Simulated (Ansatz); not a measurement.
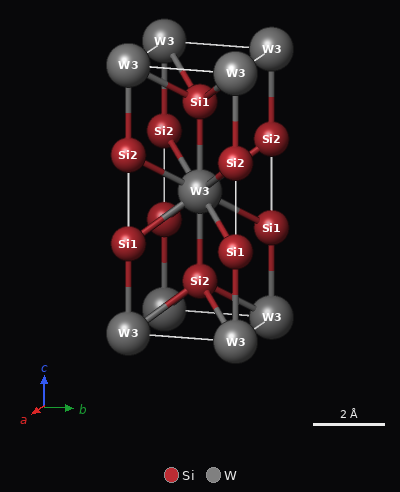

**Figure 1.** The starting structure (ball-and-stick view of the cell 2 times as large as that of the calculation, set on its symmetry axes, seen slightly off an axis; atoms are numbered from 1 in the order of the input).

# Geometry relaxation, with input and output: WSi2

System: WSi2 (I4/mmm, 3 atoms in the cell).
Method: DFT PBE, scalar-relativistic, plane waves, PAW, no spin polarisation (Ansatz 0.2.0).

The structure derives from an entry of the Crystallography Open Database. Figures and captions count atoms from 1; the log counts them from 0 in places.

## Input file
```yaml
crystal:
  lattice:
    - [-1.6069, 1.6069, 3.91495]
    - [1.6069, -1.6069, 3.91495]
    - [1.6069, 1.6069, -3.91495]
  atoms:
    - { symbol: Si, position: [0.3347, 0.3347, 0.0] }
    - { symbol: Si, position: [0.6653, 0.6653, 0.0] }
    - { symbol: W, position: [0.0, 0.0, 0.0] }
basis:
  ecutwfc: 420
kpoints:
  mp_grid: { grid: [18, 18, 18] }
hamiltonian:
  xc: pbe
scf:
  occupations: { method: gaussian, width: 0.1 }
output:
  forces: true
  stress: true
  eigenvalues: true
  write_density: true
  write_potential: true
  elf: true
  volumetric_format: npy
relax:
  adjacent_minimum: "off"
  f_tol: 0.005
  max_steps: 80
  cell: { stress_tol: 0.05 }
```

Launched with:
```bash
ansatz run input.yaml --threads 1 --pin off --max-ram 2560MiB --backend cpu --events-out ev --progress --plain --runs-dir out
```

## What the program printed
```
Engine: ansatz 0.2.0, aarch64-unknown-linux-gnu
Pseudopotentials: kind: paw
Pseudopotential: Si, paw, valence charge 4, recommended cutoff 420 eV (normal), Si.paw.azcp
Pseudopotential: W, paw, valence charge 14, recommended cutoff 420 eV (normal), W.paw.azcp
Functional definition: PBE
  parameter kappa = 0.804
  parameter beta = 0.06672455060314922
  exchange = pbe_x(kappa = kappa, mu = beta*pi^2/3)
  correlation = pbe_c(beta = beta)
Crystal: 3 atoms, lattice volume = 40.436 Å³
Basis set: ecut = 420 eV, 793 PW (Γ), exchange–correlation on 64×64×64 points (8 copies of the dense FFT grid, shifted against one another)
Bands: 15, of which v1, the nominal top of the filled ones, is band 11 counted from 1 (10 counted from 0)
Symmetry: 16 space group operations
Space group: I4/mmm (ITA 139), of the structure as read, at distance tolerance 3.4e-5 Å
k-points: 480 of 5832
Non-local potential: Si, projectors of the file, l = 0: 2, l = 1: 2, l = 2: 2
Non-local potential: W, projectors of the file, l = 0: 3, l = 1: 2, l = 2: 2, l = 3: 1
PAW form: soft (Blöchl's): semilocal exchange-correlation on the pseudo side does not see the compensation charge
PAW one-centre angular grid: Si, 110 points (default); XC on 64 Gauss nodes
PAW one-centre angular grid: W, 590 points (default); XC on 64 Gauss nodes
Initial density: superposition of atomic densities (neutral atoms: chi_scale 0, normalization atom), corrected by the library's trained network
Initial wavefunctions: pseudopotential atomic-orbital guess
Functional: x = pbe(κ = 0.804, μ = 0.2195149727645171), c = pbe(β = 0.06672455060314922)
SCF iter   1: F=—  HF=-11657.455412 eV  |F-HF|=—  |Δ(HF+E_count)|=         —  Δρ=3.45e-3  dr2=1.98e-3  ethr=1.77e-3  ⟨swp⟩=5.0  Hψ=41582  notcnv=0
preconditioner: auto → Kerker (q_TF=auto, 2.465 Å⁻¹)  [metal: Δε(μ)=0.060 eV  Ē_g=8.125 eV  σ=0.100 eV  W_gap=0.33  n_scr=10 (ndim 8)  ℏωp=21.8 eV  f_vac=0.000  D(μ)=0.17/eV (n_scr^D=0)]
SCF iter   2: F=—  HF=-11657.455733 eV  |F-HF|=—  |Δ(HF+E_count)|=   3.21e-4  Δρ=1.98e-3  dr2=7.81e-4  ethr=9.02e-6  ⟨swp⟩=1.1  Hψ=11090  notcnv=0
SCF iter   3: F=—  HF=-11657.455841 eV  |F-HF|=—  |Δ(HF+E_count)|=   1.08e-4  Δρ=1.96e-4  dr2=1.95e-5  ethr=3.55e-6  ⟨swp⟩=2.6  Hψ=10393  notcnv=0
SCF iter   4: F=—  HF=-11657.455845 eV  |F-HF|=—  |Δ(HF+E_count)|=   3.91e-6  Δρ=8.48e-5  dr2=1.96e-6  ethr=8.87e-8  ⟨swp⟩=2.5  Hψ=10072  notcnv=0
SCF iter   5: F=—  HF=-11657.455845 eV  |F-HF|=—  |Δ(HF+E_count)|=   1.95e-8  Δρ=1.36e-5  dr2=1.06e-7  ethr=8.91e-9  ⟨swp⟩=2.0  Hψ=10035  notcnv=0
SCF iter   6: F=-11657.455845 eV  HF=-11657.455845 eV  |F-HF|=1.31e-9  |Δ(HF+E_count)|=   1.17e-8  Δρ=2.68e-6  dr2=3.09e-9  ethr=4.55e-10  ⟨swp⟩=8.1  Hψ=39464  notcnv=0
SCF 1 converged in 6 iterations: F = -11657.455845 eV  dr2 = 3.09e-9
  greatest PAW one-centre occupation: 0.999 electrons in one spin orbital (limit 2), on the W atom at site 2 (counted from 0), in its partial waves of l = 0
relax step   1: F+E_penalty+E_count = -11657.45584479 eV  Δ(F+E_penalty+E_count) = +0.000e0 eV  max|allowed force component| = 5.982e-2 eV/Å  Δτ_max = 0.0000 Å  P = +3.279 GPa  Ω = 40.436 Å³  (6 SCF iters, dr2 threshold 1.00e-7 eV, accepted)
Crystal: 3 atoms, lattice volume = 41.233 Å³
Basis set: ecut = 420 eV, 833 PW (Γ), exchange–correlation on 64×64×64 points (8 copies of the dense FFT grid, shifted against one another)
Initial density: handed on by an earlier stage of this run
Initial wavefunctions: those handed on with the density
iter 1 solved again at ethr=2.19e-6 eV; its pass at ethr=3.10e-3 eV (dr2=4.83e-4 eV) is discarded
SCF iter   1: F=—  HF=-11657.460783 eV  |F-HF|=—  |Δ(HF+E_count)|=         —  Δρ=8.50e-4  dr2=4.48e-4  ethr=2.19e-6  ⟨swp⟩=2.0  Hψ=44104  notcnv=0
preconditioner: auto → Kerker (q_TF=auto, 2.457 Å⁻¹)  [metal: Δε(μ)=0.055 eV  Ē_g=7.989 eV  σ=0.100 eV  W_gap=0.30  n_scr=10 (ndim 8)  ℏωp=21.6 eV  f_vac=0.000  D(μ)=0.18/eV (n_scr^D=0)]
SCF iter   2: F=—  HF=-11657.460678 eV  |F-HF|=—  |Δ(HF+E_count)|=   1.05e-4  Δρ=4.60e-4  dr2=1.01e-4  ethr=2.04e-6  ⟨swp⟩=1.3  Hψ=7720  notcnv=0
SCF iter   3: F=—  HF=-11657.460647 eV  |F-HF|=—  |Δ(HF+E_count)|=   3.15e-5  Δρ=1.33e-4  dr2=8.91e-6  ethr=4.58e-7  ⟨swp⟩=1.8  Hψ=9219  notcnv=0
SCF iter   4: F=-11657.460645 eV  HF=-11657.460645 eV  |F-HF|=1.29e-7  |Δ(HF+E_count)|=   1.77e-6  Δρ=2.31e-5  dr2=2.29e-7  ethr=1.36e-9  ⟨swp⟩=7.6  Hψ=48521  notcnv=0
SCF 2 converged in 4 iterations: F = -11657.460645 eV  dr2 = 2.29e-7
  greatest PAW one-centre occupation: 1.000 electrons in one spin orbital (limit 2), on the W atom at site 2 (counted from 0), in its partial waves of l = 0
relax step   2: F+E_penalty+E_count = -11657.46064481 eV  Δ(F+E_penalty+E_count) = -4.800e-3 eV  max|allowed force component| = 3.058e-2 eV/Å  Δτ_max = 0.0019 Å  P = -1.149 GPa  Ω = 41.233 Å³  energy of the carried Pulay correction = -2.420e-4 eV  (4 SCF iters, dr2 threshold 3.00e-7 eV, accepted)
Crystal: 3 atoms, lattice volume = 41.019 Å³
iter 1 solved again at ethr=2.28e-7 eV; its pass at ethr=3.10e-3 eV (dr2=5.01e-5 eV) is discarded
SCF iter   1: F=—  HF=-11657.461595 eV  |F-HF|=—  |Δ(HF+E_count)|=         —  Δρ=2.70e-4  dr2=5.36e-5  ethr=2.28e-7  ⟨swp⟩=2.0  Hψ=43108  notcnv=0
preconditioner: auto → Kerker (q_TF=auto, 2.459 Å⁻¹)  [metal: Δε(μ)=0.058 eV  Ē_g=8.023 eV  σ=0.100 eV  W_gap=0.31  n_scr=10 (ndim 8)  ℏωp=21.7 eV  f_vac=0.000  D(μ)=0.18/eV (n_scr^D=0)]
SCF iter   2: F=—  HF=-11657.461589 eV  |F-HF|=—  |Δ(HF+E_count)|=   6.55e-6  Δρ=1.40e-4  dr2=1.25e-5  ethr=2.28e-7  ⟨swp⟩=1.6  Hψ=8113  notcnv=0
SCF iter   3: F=—  HF=-11657.461584 eV  |F-HF|=—  |Δ(HF+E_count)|=   4.54e-6  Δρ=3.70e-5  dr2=1.04e-6  ethr=5.69e-8  ⟨swp⟩=2.4  Hψ=10182  notcnv=0
SCF iter   4: F=-11657.461584 eV  HF=-11657.461584 eV  |F-HF|=1.35e-8  |Δ(HF+E_count)|=   2.86e-7  Δρ=7.40e-6  dr2=2.22e-8  ethr=1.36e-9  ⟨swp⟩=9.9  Hψ=50902  notcnv=0
SCF 3 converged in 4 iterations: F = -11657.461584 eV  dr2 = 2.22e-8
relax step   3: F+E_penalty+E_count = -11657.46158399 eV  Δ(F+E_penalty+E_count) = -9.392e-4 eV  max|allowed force component| = 6.288e-3 eV/Å  Δτ_max = 0.0006 Å  P = -0.026 GPa  Ω = 41.019 Å³  energy of the carried Pulay correction = -1.773e-4 eV  (4 SCF iters, dr2 threshold 3.00e-7 eV, accepted)
Crystal: 3 atoms, lattice volume = 41.014 Å³
iter 1 solved again at ethr=9.25e-10 eV; its pass at ethr=3.10e-3 eV (dr2=2.03e-7 eV) is discarded
SCF iter   1: F=—  HF=-11657.461583 eV  |F-HF|=—  |Δ(HF+E_count)|=         —  Δρ=2.72e-5  dr2=2.50e-7  ethr=9.25e-10  ⟨swp⟩=2.1  Hψ=43123  notcnv=0
preconditioner: auto → Kerker (q_TF=auto, 2.459 Å⁻¹)  [metal: Δε(μ)=0.057 eV  Ē_g=8.024 eV  σ=0.100 eV  W_gap=0.31  n_scr=10 (ndim 8)  ℏωp=21.7 eV  f_vac=0.000  D(μ)=0.18/eV (n_scr^D=0)]
SCF iter   2: F=—  HF=-11657.461588 eV  |F-HF|=—  |Δ(HF+E_count)|=   5.42e-6  Δρ=1.52e-5  dr2=8.29e-8  ethr=9.25e-10  ⟨swp⟩=1.0  Hψ=7224  notcnv=0
SCF iter   3: F=-11657.461588 eV  HF=-11657.461588 eV  |F-HF|=1.19e-9  |Δ(HF+E_count)|=   2.76e-8  Δρ=2.02e-6  dr2=2.32e-9  ethr=4.90e-11  ⟨swp⟩=6.0  Hψ=42668  notcnv=0
SCF 4 converged in 3 iterations: F = -11657.461588 eV  dr2 = 2.32e-9
relax step   4: F+E_penalty+E_count = -11657.46158794 eV  Δ(F+E_penalty+E_count) = -3.953e-6 eV  max|allowed force component| = 1.438e-3 eV/Å  Δτ_max = 0.0002 Å  P = +0.004 GPa  Ω = 41.014 Å³  energy of the carried Pulay correction = -1.761e-4 eV  (3 SCF iters, dr2 threshold 1.08e-8 eV, accepted)
Initial wavefunctions: pseudopotential atomic-orbital guess (no wavefunctions were taken with the density)
iter 1 solved again at ethr=1.32e-8 eV; its pass at ethr=3.10e-3 eV (dr2=2.90e-6 eV) is discarded
SCF iter   1: F=—  HF=-11657.461762 eV  |F-HF|=—  |Δ(HF+E_count)|=         —  Δρ=4.89e-5  dr2=5.24e-8  ethr=1.32e-8  ⟨swp⟩=3.1  Hψ=63359  notcnv=0
SCF iter   2: F=—  HF=-11657.461769 eV  |F-HF|=—  |Δ(HF+E_count)|=   6.85e-6  Δρ=2.51e-5  dr2=1.44e-8  ethr=2.38e-10  ⟨swp⟩=2.2  Hψ=11530  notcnv=0
SCF iter   3: F=—  HF=-11657.461769 eV  |F-HF|=—  |Δ(HF+E_count)|=   3.20e-7  Δρ=7.48e-7  dr2=1.91e-10  ethr=6.54e-11  ⟨swp⟩=2.0  Hψ=12476  notcnv=0
SCF iter   4: F=-11657.461769 eV  HF=-11657.461769 eV  |F-HF|=7.28e-12  |Δ(HF+E_count)|=  1.82e-11  Δρ=3.26e-7  dr2=2.55e-11  ethr=1.00e-12  ⟨swp⟩=6.4  Hψ=33572  notcnv=0
SCF 5 converged in 4 iterations: F = -11657.461769 eV  dr2 = 2.55e-11
relax step   5: F+E_penalty+E_count = -11657.46176933 eV  Δ(F+E_penalty+E_count) = -1.814e-4 eV  max|allowed force component| = 1.447e-3 eV/Å  Δτ_max = 0.0000 Å  P = +0.008 GPa  Ω = 41.014 Å³  stress off target by 1.60e-2 GPa  SCF on the basis re-selected at this cell (its energy is not comparable with the rows above)  (4 SCF iters)
```

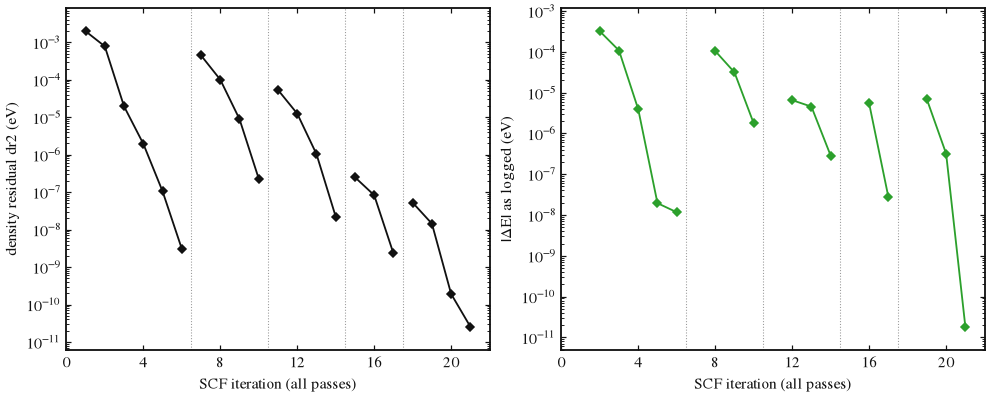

**Figure 2.** Convergence of the self-consistent field: density residual dr2 and size of the energy change against the SCF iteration. The dotted lines part the SCF passes of the relaxation: geometry steps, rejected trials and re-solves on a re-selected basis. The 5 passes take 3 to 6 iterations each, 21 in all.

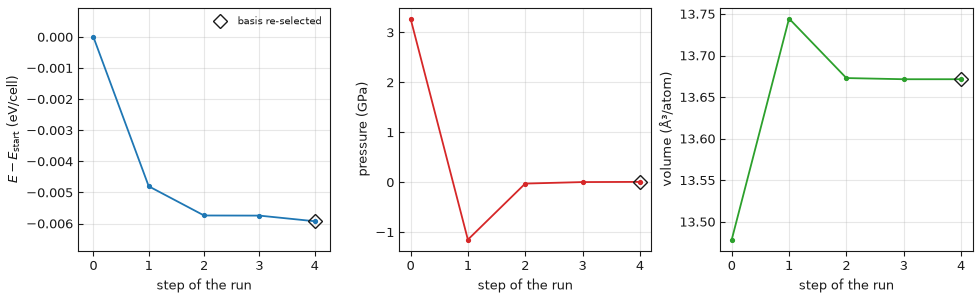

**Figure 3.** Progress of the relaxation, step by step (the first geometry is step 0 here and step 1 in the log). Over 3 geometry steps the energy falls by 5.7 meV per cell of the calculation. Largest force component: 0.06 eV/Å at the start, 0.0014 eV/Å at the end. The pressure goes from 3.28 to 0.01 GPa. No atom moves by more than 0.005 Å relative to the cell. Cell: a = b 3.214 → 3.229 Å (+0.5 %), c 7.830 → 7.867 Å (+0.5 %). Volume +1.4 %. Among the contacts that change: Si1–W3 2.615 → 2.628 Å. The space group stays I4/mmm (No. 139). A last SCF at the same geometry on a re-selected plane-wave basis shifts the energy by −0.2 meV per cell of the calculation. (Atoms are counted from 1 in the order of the input.)

```
basis re-selected at this cell: Δ(F+E_penalty+E_count) = -1.814e-4 eV, ΔP = +0.004 GPa vs the last step (what re-selecting the basis moved, of the pressure what is left beyond the Pulay correction that the steps carried, after the strain that the cell walked since its last selection, with what the two solves' SCF thresholds leave and, on support functions, any second-order correction that the steps lacked; it is no measure of the basis error at this ecutwfc). This SCF's stress stands 1.60e-2 GPa from its target on what of the cell is left free (relax.cell.stress_tol is 5.00e-2 GPa) and its largest allowed force component is 1.45e-3 eV/Å (relax.f_tol is 5.00e-3 eV/Å): within both
SCF converged after 4 iterations
Free energy (F): -11657.461769 eV
Harris-Foulkes:  -11657.461769 eV  (|F-HF|=7.28e-12)
Internal energy: -11657.460867 eV  (E = F + TS)
E sigma→0 (E₀):  -11657.461318 eV
Entropy (-TS):   -0.000902 eV (-0.301 meV/atom)
Fermi energy:    16.478873 eV
--- Per-component energies (eV) ---
  E_band       = -85.619462
  E_kinetic    = 540.147474
  E_local      = -955.953215  (includes V_loc(G=0)·N_el)
  E_nonlocal   = 50.493229
  E_hartree    = 374.130258
  E_xc         = -381.517684
  E_vxc        = -338.054012  (∫ρ·V_xc dr)
  E_paw        = -9588.250502  (= ΣΔE_a)
  E_vpaw       = -130.513381  (= ΣTr[D̂ρ^β])
  E_aug_tail   = -0.000070  (compensation charges beyond the density's cutoff)
  E_ewald      = -1696.510359
  E_smearing   = -0.000902  (= −TS)
  E_closure    = 0.000000  (closes the sum)
  Σ components = -11657.461769   (vs F -11657.461769, Δ=0.00e0)
--- Forces (eV/Å), atoms counted from 1 ---
  atom   1  Si    -0.00000000     0.00000000     0.00144657
  atom   2  Si     0.00000000     0.00000000    -0.00144657
  atom   3  W     -0.00000000    -0.00000000    -0.00000000
  max |Σ_I F_I| component: 2.78e-17 eV/Å
--- Stress (GPa, compression-positive) ---
        0.004224       0.000000      -0.000000
        0.000000       0.004224      -0.000000
       -0.000000       0.000000       0.015968
  P = ⅓ Tr σ = 0.0081 GPa (0.081 kbar)
--- Band table (eV; the first three rows and the last of 480) ---
  k-point 0: bands = ["-57.3335", "-21.6226", "-21.6041", "-21.6041", "2.5198", "9.7194", "12.7226", "13.2251", "13.6699", "13.6699", "17.0800", "19.1339", "19.4582", "19.5179", "19.5179"]
  k-point 1: bands = ["-57.3330", "-21.6214", "-21.6102", "-21.6095", "2.6188", "9.8097", "12.3831", "13.2454", "13.4138", "14.0267", "16.5748", "18.9845", "19.5919", "19.6110", "19.7542"]
  k-point 2: bands = ["-57.3318", "-21.6274", "-21.6248", "-21.6180", "2.9114", "10.0653", "11.8711", "12.8007", "13.3105", "14.5262", "15.4810", "18.7806", "19.7859", "19.8136", "20.3365"]
  k-point 479: bands = ["-57.3333", "-21.6385", "-21.6053", "-21.6053", "4.7530", "5.5498", "12.7170", "13.9350", "15.6344", "15.6344", "15.9849", "15.9849", "17.2526", "20.9206", "21.2004"]
--- Relaxed structure (4 steps of the walk, 4 accepted, 1 SCFs on fresh bases) ---
  F+E_penalty+E_count = -11657.46176933 eV   max|allowed force component| = 1.447e-3 eV/Å   (the final SCF, on the basis selected at the relaxed cell)
  cell:  # Å, volume = 41.0144 Å³
    - [-1.6145299056656317, 1.6145299056656317, 3.9335489526131173]
    - [1.6145299056656317, -1.6145299056656317, 3.9335489526131173]
    - [1.6145299056656317, 1.6145299056656317, -3.9335489526131173]
  atoms:
    - { symbol: Si, position: [0.3345578116711921, 0.3345578116711921, 9.436875004491244e-35] }
    - { symbol: Si, position: [0.6654421883288077, 0.6654421883288077, 9.056626663146015e-35] }
    - { symbol: W, position: [-1.8462597180645214e-20, -1.8462597180645385e-20, -1.822775814978481e-34] }
```

## Trajectory as extended XYZ (Å, eV, eV/Å), 5 frames, from step=1 to step=5
```
3
Lattice="-1.6069 1.6069 3.9150 1.6069 -1.6069 3.9150 1.6069 1.6069 -3.9150" Properties=species:S:1:pos:R:3:forces:R:3 step=1 energy=-11657.45585 pressure_GPa=3.28
Si    0.0000    0.0000    2.6207    0.0000   0.0000  -0.0598
Si    0.0000    0.0000    5.2092    0.0000   0.0000   0.0598
W     0.0000    0.0000    0.0000    0.0000   0.0000   0.0000
3
Lattice="-1.6182 1.6182 3.9365 1.6182 -1.6182 3.9365 1.6182 1.6182 -3.9365" Properties=species:S:1:pos:R:3:forces:R:3 step=2 energy=-11657.46064 pressure_GPa=-1.15
Si    0.0000    0.0000    2.6331    0.0000   0.0000   0.0306
Si    0.0000    0.0000    5.2398    0.0000   0.0000  -0.0306
W     0.0000    0.0000    0.0000    0.0000   0.0000   0.0000
3
Lattice="-1.6145 1.6145 3.9341 1.6145 -1.6145 3.9341 1.6145 1.6145 -3.9341" Properties=species:S:1:pos:R:3:forces:R:3 step=3 energy=-11657.46158 pressure_GPa=-0.03
Si    0.0000    0.0000    2.6322    0.0000   0.0000   0.0063
Si    0.0000    0.0000    5.2361    0.0000   0.0000  -0.0063
W     0.0000    0.0000    0.0000    0.0000   0.0000   0.0000
3
Lattice="-1.6145 1.6145 3.9335 1.6145 -1.6145 3.9335 1.6145 1.6145 -3.9335" Properties=species:S:1:pos:R:3:forces:R:3 step=4 energy=-11657.46159 pressure_GPa=0.00
Si    0.0000    0.0000    2.6320    0.0000   0.0000   0.0014
Si    0.0000    0.0000    5.2351    0.0000   0.0000  -0.0014
W     0.0000    0.0000    0.0000    0.0000   0.0000   0.0000
3
Lattice="-1.6145 1.6145 3.9335 1.6145 -1.6145 3.9335 1.6145 1.6145 -3.9335" Properties=species:S:1:pos:R:3:forces:R:3 step=5 energy=-11657.46177 pressure_GPa=0.01
Si    0.0000    0.0000    2.6320    0.0000   0.0000   0.0014
Si    0.0000    0.0000    5.2351    0.0000   0.0000  -0.0014
W     0.0000    0.0000    0.0000    0.0000   0.0000   0.0000
```

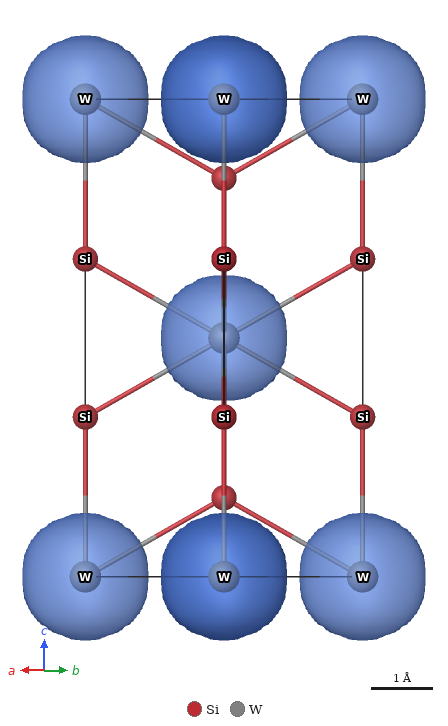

**Figure 4.** Isosurface of the valence charge density (pseudo) at 0.6 e/Å³ (blue), seen along [110]. Sticks mark near contacts. The outline is the cell set on symmetry axes. At this value the density breaks into separate islands; it holds about 45 % of the electrons treated as valence (semicore included). It is pinched off along the Si–W (2.63 Å) contacts. On the grid the lowest density along these lines, outside the cores, is 0.41 e/Å³ (Si–W, 2.63 Å). In a PAW calculation such maps are meaningful between the atoms, not at the nuclei.

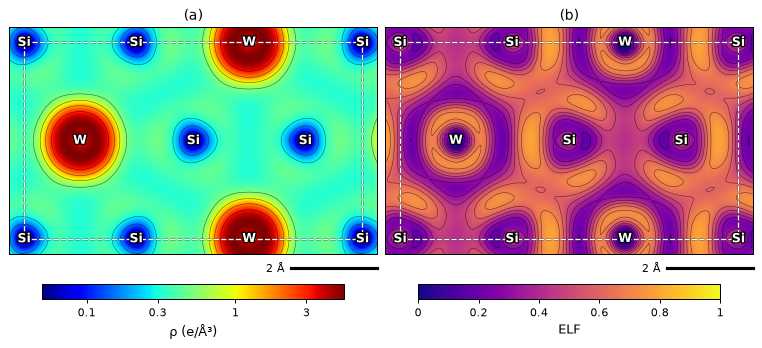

**Figure 5.** (a) valence pseudo-density; (b) electron localisation function on the (11̄0) plane of the conventional cell. Atoms in the plane: Si and W. Si–W (2.63 Å): ρ at the midpoint is about 0.42 e/Å³; the ELF is about 0.45 at the midpoint. Away from the nuclei the density in this plane falls to 0.31 e/Å³ at its lowest. The strong features right at W lie inside the PAW spheres (semicore, d or f shells) and say nothing about bonding.

## Summary

| quantity | value |
| --- | --- |
| outcome | converged |
| space group (tolerance 0.01 Å) | I4/mmm (139) |
| electrons treated | 22 |
| free energy | −11657.4618 eV |
| Fermi energy | 16.479 eV |
| gap on the k-point mesh | none (metallic) |
| pressure | 0.01 GPa |
| final volume | 41.01 Å³ |
| largest force (length of the vector) at the end | 0.001 eV/Å |
| final cell | a = 4.548 Å, b = 4.548 Å, c = 4.548 Å, α = 138.42°, β = 138.42°, γ = 60.27° |
| hardware | 1 thread of Arm Neoverse V1, 24 GiB of memory available, shared host |
| wall time | 1.7 min |
| peak memory | 0.56 GiB |

Spin–orbit coupling is left out, which matters for W.
